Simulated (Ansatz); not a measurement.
## Run report: TiO$_{2}$, geometry relaxation (part 1 of 2)

- system: TiO$_{2}$ (P4₂/mnm, 6 atoms in the cell)
- method: DFT r2SCAN, scalar-relativistic, plane waves, PAW, no spin polarisation (Ansatz 0.2.0)

The structure derives from a Materials Project entry. Figures and captions count atoms from 1; the log counts them from 0 in places.

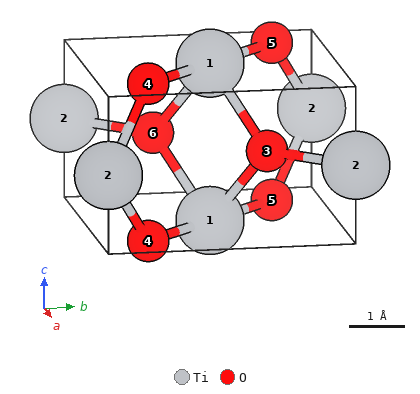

The starting structure (ball-and-stick view of the cell of the calculation, seen slightly off an axis; atoms are numbered from 1 in the order of the input). An atom can appear more than once, as a periodic image. Near neighbours in the periodic cell (some may lie outside the picture): Ti has 6 O at 1.95 to 1.98 Å; O has 3 Ti at 1.95 to 1.98 Å.

**Key numbers**

```tsv
quantity	value
outcome	converged
space group (tolerance 0.01 Å)	P4₂/mnm (136)
electrons treated	48
free energy	−7292.5780 eV
Fermi energy	9.919 eV
gap on the k-point mesh	2.22 eV
pressure	0.00 GPa
final volume	62.41 Å³
largest force (length of the vector) at the end	0.004 eV/Å
final cell	a = 4.596 Å, b = 4.596 Å, c = 2.954 Å, α = 90.00°, β = 90.00°, γ = 90.00°
hardware	2 threads of Intel Xeon (Sapphire Rapids), 32 GiB of memory available, shared host
wall time	21 s (CPU time 41 s)
peak memory	0.64 GiB
```

**Input**
```yaml
crystal:
  lattice:
    - [4.5998373239, 0.0, 0.0]
    - [0.0, 4.5998373239, 0.0]
    - [0.0, 0.0, 2.95921356]
  atoms:
    - { symbol: Ti, position: [0.5, 0.5, 0.0] }
    - { symbol: Ti, position: [0.0, 0.0, 0.5] }
    - { symbol: O, position: [0.69567868, 0.69567868, 0.5] }
    - { symbol: O, position: [0.80432132, 0.19567868, 0.0] }
    - { symbol: O, position: [0.19567868, 0.80432132, 0.0] }
    - { symbol: O, position: [0.30432132, 0.30432132, 0.5] }
basis:
  ecutwfc: 500
kpoints:
  mp_grid: { grid: [6, 6, 10] }
hamiltonian:
  xc: r2scan
scf:
  occupations: { method: gaussian, width: 0.02 }
output:
  forces: true
  stress: true
  eigenvalues: true
relax:
  adjacent_minimum: "off"
  f_tol: 0.005
  max_steps: 80
  cell: { stress_tol: 0.05 }
```

Command:
```bash
ansatz run input.yaml --threads 2 --pin off --max-ram 5120MiB --backend cpu --events-out ev --progress --plain --runs-dir out
```

**Output**
```
Engine: ansatz 0.2.0, x86_64-unknown-linux-gnu
Pseudopotentials: kind: paw
Pseudopotential: Ti, paw, valence charge 12, recommended cutoff 500 eV (meta_gga), Ti.paw.azcp
Pseudopotential: O, paw, valence charge 6, recommended cutoff 500 eV (meta_gga), O.paw.azcp
Functional definition: r2SCAN
  parameter k0 = 0.174
  parameter k1 = 0.065
  parameter a1 = 4.9479
  exchange = r2scan_x(k0 = k0, k1 = k1, a1 = a1)
  correlation = r2scan_c
Crystal: 6 atoms, lattice volume = 62.613 Å³
Basis set: ecut = 500 eV, 1559 PW (Γ), exchange–correlation on 144×144×96 points (64 copies of the dense FFT grid, shifted against one another)
Bands: 30, of which v1, the nominal top of the filled ones, is band 24 counted from 1 (23 counted from 0)
Symmetry: 16 space group operations
Space group: P42/mnm (ITA 136), of the structure as read, at distance tolerance 4.0e-5 Å
k-points: 60 of 360
Non-local potential: Ti, projectors of the file, l = 0: 3, l = 1: 2, l = 2: 3, l = 3: 1
Non-local potential: O, projectors of the file, l = 0: 2, l = 1: 2, l = 2: 1
PAW form: soft (Blöchl's): semilocal exchange-correlation on the pseudo side does not see the compensation charge
PAW frozen core: Ti, regenerated for the run's functional (the file was generated under x = pbe(κ = 0.804, μ = 0.2195149727645171), c = pbe(β = 0.06672455060314922))
PAW frozen core: O, regenerated for the run's functional (the file was generated under x = pbe(κ = 0.804, μ = 0.2195149727645171), c = pbe(β = 0.06672455060314922))
PAW one-centre angular grid: Ti, 590 points (default); XC on 160 Gauss nodes
PAW one-centre angular grid: O, 302 points (default); XC on 160 Gauss nodes
Initial density: superposition of atomic densities (neutral atoms: chi_scale 0, normalization atom), corrected by the library's trained network
Initial wavefunctions: pseudopotential atomic-orbital guess
Functional: x = r2scan, c = r2scan; τ floored in thin density (d = 2e-4 eV/Å³)
SCF iter   1: F=—  HF=-7292.563719 eV  |F-HF|=—  |Δ(HF+E_count)|=         —  Δρ=2.75e-2  dr2=5.56e-1  dr2_τ=3.83e-1  ethr=1.77e-3  ⟨swp⟩=5.9  Hψ=7421  notcnv=0
preconditioner: auto → Resta (q_TF=auto, 2.610 Å⁻¹)  ε∞=7.3  [insulator: Δε(μ)=2.716 eV  Ē_g=10.536 eV  σ=0.020 eV  W_gap=1.00  n_scr=18 (ndim 8)  ℏωp=26.5 eV  f_vac=0.017  D(μ)=0.00/eV (n_scr^D=0)  ε∞_Penn≈7.3]
SCF iter   2: F=—  HF=-7292.582897 eV  |F-HF|=—  |Δ(HF+E_count)|=   1.92e-2  Δρ=1.23e-2  dr2=4.58e-2  dr2_τ=2.86e-2  ethr=1.16e-3  ⟨swp⟩=3.0  Hψ=3949  notcnv=0  defer=91
SCF iter   3: F=—  HF=-7292.577215 eV  |F-HF|=—  |Δ(HF+E_count)|=   5.68e-3  Δρ=4.04e-3  dr2=6.17e-3  dr2_τ=5.40e-4  ethr=9.54e-5  ⟨swp⟩=2.0  Hψ=2938  notcnv=0  defer=91
SCF iter   4: F=—  HF=-7292.576985 eV  |F-HF|=—  |Δ(HF+E_count)|=   2.30e-4  Δρ=1.17e-3  dr2=4.31e-4  dr2_τ=1.07e-4  ethr=1.29e-5  ⟨swp⟩=2.0  Hψ=2688  notcnv=0  defer=91
SCF iter   5: F=—  HF=-7292.577055 eV  |F-HF|=—  |Δ(HF+E_count)|=   6.99e-5  Δρ=1.86e-4  dr2=2.43e-5  dr2_τ=1.53e-6  ethr=8.98e-7  ⟨swp⟩=2.1  Hψ=2778  notcnv=0  defer=91
SCF iter   6: F=—  HF=-7292.577060 eV  |F-HF|=—  |Δ(HF+E_count)|=   4.27e-6  Δρ=5.16e-5  dr2=2.26e-6  dr2_τ=1.15e-7  ethr=5.07e-8  ⟨swp⟩=2.0  Hψ=3162  notcnv=0  defer=91
SCF iter   7: F=—  HF=-7292.577060 eV  |F-HF|=—  |Δ(HF+E_count)|=   2.14e-8  Δρ=2.19e-5  dr2=3.53e-7  dr2_τ=1.71e-8  ethr=4.71e-9  ⟨swp⟩=2.1  Hψ=2511  notcnv=0  defer=91
SCF iter   8: F=-7292.577060 eV  HF=-7292.577060 eV  |F-HF|=3.24e-9  |Δ(HF+E_count)|=   3.06e-8  Δρ=2.88e-6  dr2=5.92e-9  dr2_τ=9.36e-11  ethr=2.08e-10  ⟨swp⟩=8.8  Hψ=7010  notcnv=0
SCF 1 converged in 8 iterations: F = -7292.577060 eV  dr2 = 5.92e-9
  greatest PAW one-centre occupation: 1.000 electrons in one spin orbital (limit 2), on the Ti atom at site 1 (counted from 0), in its partial waves of l = 0
relax step   1: F+E_penalty+E_count = -7292.57705957 eV  Δ(F+E_penalty+E_count) = +0.000e0 eV  max|allowed force component| = 3.947e-2 eV/Å  Δτ_max = 0.0000 Å  P = -0.953 GPa  Ω = 62.613 Å³  (8 SCF iters, dr2 threshold 1.00e-7 eV, accepted)
Crystal: 6 atoms, lattice volume = 62.446 Å³
Initial density: handed on by an earlier stage of this run
Initial wavefunctions: those handed on with the density
iter 1 solved again at ethr=3.12e-7 eV; its pass at ethr=3.10e-3 eV (dr2=1.50e-4 eV) is discarded
SCF iter   1: F=—  HF=-7292.577698 eV  |F-HF|=—  |Δ(HF+E_count)|=         —  Δρ=4.77e-4  dr2=1.28e-4  dr2_τ=4.42e-4  ethr=3.12e-7  ⟨swp⟩=2.0  Hψ=9780  notcnv=0
preconditioner: auto → Resta (q_TF=auto, 2.611 Å⁻¹)  ε∞=7.9  [insulator: Δε(μ)=2.212 eV  Ē_g=10.098 eV  σ=0.020 eV  W_gap=1.00  n_scr=18 (ndim 8)  ℏωp=26.6 eV  f_vac=0.019  D(μ)=0.00/eV (n_scr^D=0)  ε∞_Penn≈7.9]
SCF iter   2: F=—  HF=-7292.577936 eV  |F-HF|=—  |Δ(HF+E_count)|=   2.37e-4  Δρ=1.90e-4  dr2=2.86e-5  dr2_τ=3.20e-6  ethr=2.66e-7  ⟨swp⟩=2.0  Hψ=2760  notcnv=0
SCF iter   3: F=—  HF=-7292.577932 eV  |F-HF|=—  |Δ(HF+E_count)|=   4.14e-6  Δρ=9.94e-5  dr2=8.30e-6  dr2_τ=4.37e-7  ethr=5.96e-8  ⟨swp⟩=2.7  Hψ=2642  notcnv=0
SCF iter   4: F=—  HF=-7292.577930 eV  |F-HF|=—  |Δ(HF+E_count)|=   1.57e-6  Δρ=3.56e-5  dr2=8.46e-7  dr2_τ=5.32e-8  ethr=1.73e-8  ⟨swp⟩=2.0  Hψ=2760  notcnv=0
SCF iter   5: F=-7292.577930 eV  HF=-7292.577930 eV  |F-HF|=7.02e-8  |Δ(HF+E_count)|=   2.51e-8  Δρ=1.42e-5  dr2=1.21e-7  dr2_τ=1.10e-8  ethr=1.25e-9  ⟨swp⟩=5.0  Hψ=6713  notcnv=0
SCF 2 converged in 5 iterations: F = -7292.577930 eV  dr2 = 1.21e-7
relax step   2: F+E_penalty+E_count = -7292.57792989 eV  Δ(F+E_penalty+E_count) = -8.703e-4 eV  max|allowed force component| = 1.966e-2 eV/Å  Δτ_max = 0.0007 Å  P = -0.251 GPa  Ω = 62.446 Å³  energy of the carried Pulay correction = +1.110e-4 eV  (5 SCF iters, dr2 threshold 6.00e-7 eV, accepted)
Crystal: 6 atoms, lattice volume = 62.389 Å³
iter 1 solved again at ethr=7.29e-8 eV; its pass at ethr=3.10e-3 eV (dr2=3.50e-5 eV) is discarded
SCF iter   1: F=—  HF=-7292.578061 eV  |F-HF|=—  |Δ(HF+E_count)|=         —  Δρ=2.29e-4  dr2=3.33e-5  dr2_τ=1.31e-4  ethr=7.29e-8  ⟨swp⟩=2.0  Hψ=9586  notcnv=0
preconditioner: auto → Resta (q_TF=auto, 2.612 Å⁻¹)  ε∞=7.9  [insulator: Δε(μ)=2.217 eV  Ē_g=10.104 eV  σ=0.020 eV  W_gap=1.00  n_scr=18 (ndim 8)  ℏωp=26.6 eV  f_vac=0.020  D(μ)=0.00/eV (n_scr^D=0)  ε∞_Penn≈7.9]
SCF iter   2: F=—  HF=-7292.578093 eV  |F-HF|=—  |Δ(HF+E_count)|=   3.28e-5  Δρ=1.18e-4  dr2=1.07e-5  dr2_τ=3.61e-7  ethr=6.93e-8  ⟨swp⟩=2.5  Hψ=3109  notcnv=0
SCF iter   3: F=—  HF=-7292.578090 eV  |F-HF|=—  |Δ(HF+E_count)|=   2.95e-6  Δρ=6.05e-5  dr2=2.16e-6  dr2_τ=3.08e-7  ethr=2.23e-8  ⟨swp⟩=2.0  Hψ=2710  notcnv=0
SCF iter   4: F=-7292.578090 eV  HF=-7292.578090 eV  |F-HF|=1.21e-7  |Δ(HF+E_count)|=   2.55e-7  Δρ=2.60e-5  dr2=3.66e-7  dr2_τ=2.65e-8  ethr=1.24e-9  ⟨swp⟩=5.9  Hψ=7341  notcnv=0
SCF 3 converged in 4 iterations: F = -7292.578090 eV  dr2 = 3.66e-7
relax step   3: F+E_penalty+E_count = -7292.57808996 eV  Δ(F+E_penalty+E_count) = -1.601e-4 eV  max|allowed force component| = 7.622e-3 eV/Å  Δτ_max = 0.0006 Å  P = +0.037 GPa  Ω = 62.389 Å³  energy of the carried Pulay correction = +1.492e-4 eV  (4 SCF iters, dr2 threshold 5.93e-7 eV, accepted)
Crystal: 6 atoms, lattice volume = 62.411 Å³
iter 1 solved again at ethr=3.16e-8 eV; its pass at ethr=3.10e-3 eV (dr2=1.52e-5 eV) is discarded
SCF iter   1: F=—  HF=-7292.578090 eV  |F-HF|=—  |Δ(HF+E_count)|=         —  Δρ=1.57e-4  dr2=1.61e-5  dr2_τ=1.16e-4  ethr=3.16e-8  ⟨swp⟩=2.5  Hψ=9225  notcnv=0
preconditioner: auto → Resta (q_TF=auto, 2.611 Å⁻¹)  ε∞=7.9  [insulator: Δε(μ)=2.219 eV  Ē_g=10.102 eV  σ=0.020 eV  W_gap=1.00  n_scr=18 (ndim 8)  ℏωp=26.6 eV  f_vac=0.020  D(μ)=0.00/eV (n_scr^D=0)  ε∞_Penn≈7.9]
SCF iter   2: F=—  HF=-7292.578099 eV  |F-HF|=—  |Δ(HF+E_count)|=   9.57e-6  Δρ=8.46e-5  dr2=4.55e-6  dr2_τ=4.33e-7  ethr=3.16e-8  ⟨swp⟩=2.2  Hψ=2812  notcnv=0
SCF iter   3: F=—  HF=-7292.578093 eV  |F-HF|=—  |Δ(HF+E_count)|=   5.84e-6  Δρ=4.67e-5  dr2=1.53e-6  dr2_τ=1.50e-7  ethr=9.48e-9  ⟨swp⟩=2.5  Hψ=2924  notcnv=0
SCF iter   4: F=—  HF=-7292.578093 eV  |F-HF|=—  |Δ(HF+E_count)|=   2.02e-7  Δρ=1.23e-5  dr2=4.56e-8  dr2_τ=4.45e-9  ethr=3.19e-9  ⟨swp⟩=2.0  Hψ=2711  notcnv=0
SCF iter   5: F=-7292.578093 eV  HF=-7292.578093 eV  |F-HF|=2.80e-9  |Δ(HF+E_count)|=   2.56e-8  Δρ=2.95e-6  dr2=6.58e-9  dr2_τ=8.40e-10  ethr=2.74e-11  ⟨swp⟩=4.5  Hψ=5894  notcnv=0
SCF 4 converged in 5 iterations: F = -7292.578093 eV  dr2 = 6.58e-9
  greatest PAW one-centre occupation: 1.000 electrons in one spin orbital (limit 2), on the Ti atom at site 0 (counted from 0), in its partial waves of l = 0
relax step   4: F+E_penalty+E_count = -7292.57809332 eV  Δ(F+E_penalty+E_count) = -3.356e-6 eV  max|allowed force component| = 2.582e-3 eV/Å  Δτ_max = 0.0008 Å  P = -0.001 GPa  Ω = 62.411 Å³  energy of the carried Pulay correction = +1.345e-4 eV  (5 SCF iters, dr2 threshold 1.32e-8 eV, accepted)
Initial wavefunctions: pseudopotential atomic-orbital guess (no wavefunctions were taken with the density)
iter 1 solved again at ethr=1.03e-8 eV; its pass at ethr=3.10e-3 eV (dr2=4.96e-6 eV) is discarded
SCF iter   1: F=—  HF=-7292.577953 eV  |F-HF|=—  |Δ(HF+E_count)|=         —  Δρ=1.16e-5  dr2=1.36e-8  dr2_τ=4.42e-8  ethr=1.03e-8  ⟨swp⟩=3.0  Hψ=12270  notcnv=0
preconditioner: auto → Resta (q_TF=auto, 2.611 Å⁻¹)  ε∞=7.9  [insulator: Δε(μ)=2.220 eV  Ē_g=10.103 eV  σ=0.020 eV  W_gap=1.00  n_scr=18 (ndim 8)  ℏωp=26.6 eV  f_vac=0.020  D(μ)=0.00/eV (n_scr^D=0)  ε∞_Penn≈7.9]
SCF iter   2: F=—  HF=-7292.577952 eV  |F-HF|=—  |Δ(HF+E_count)|=   9.50e-7  Δρ=6.23e-6  dr2=3.97e-9  dr2_τ=3.13e-9  ethr=2.84e-11  ⟨swp⟩=2.0  Hψ=2839  notcnv=0
SCF iter   3: F=—  HF=-7292.577952 eV  |F-HF|=—  |Δ(HF+E_count)|=   4.80e-9  Δρ=2.17e-6  dr2=2.55e-9  dr2_τ=3.90e-10  ethr=8.27e-12  ⟨swp⟩=2.0  Hψ=2746  notcnv=0
SCF iter   4: F=—  HF=-7292.577952 eV  |F-HF|=—  |Δ(HF+E_count)|=  2.59e-10  Δρ=4.16e-7  dr2=1.16e-10  dr2_τ=7.61e-12  ethr=5.31e-12  ⟨swp⟩=2.4  Hψ=2617  notcnv=0
SCF iter   5: F=-7292.577952 eV  HF=-7292.577952 eV  |F-HF|=1.82e-12  |Δ(HF+E_count)|=  2.18e-11  Δρ=1.50e-7  dr2=1.29e-11  dr2_τ=1.55e-12  ethr=1.00e-12  ⟨swp⟩=4.0  Hψ=5771  notcnv=0
SCF 5 converged in 5 iterations: F = -7292.577952 eV  dr2 = 1.29e-11
relax step   5: F+E_penalty+E_count = -7292.57795166 eV  Δ(F+E_penalty+E_count) = +1.417e-4 eV  max|allowed force component| = 2.616e-3 eV/Å  Δτ_max = 0.0000 Å  P = +0.000 GPa  Ω = 62.411 Å³  stress off target by 3.53e-2 GPa  SCF on the basis re-selected at this cell (its energy is not comparable with the rows above)  (5 SCF iters)
```
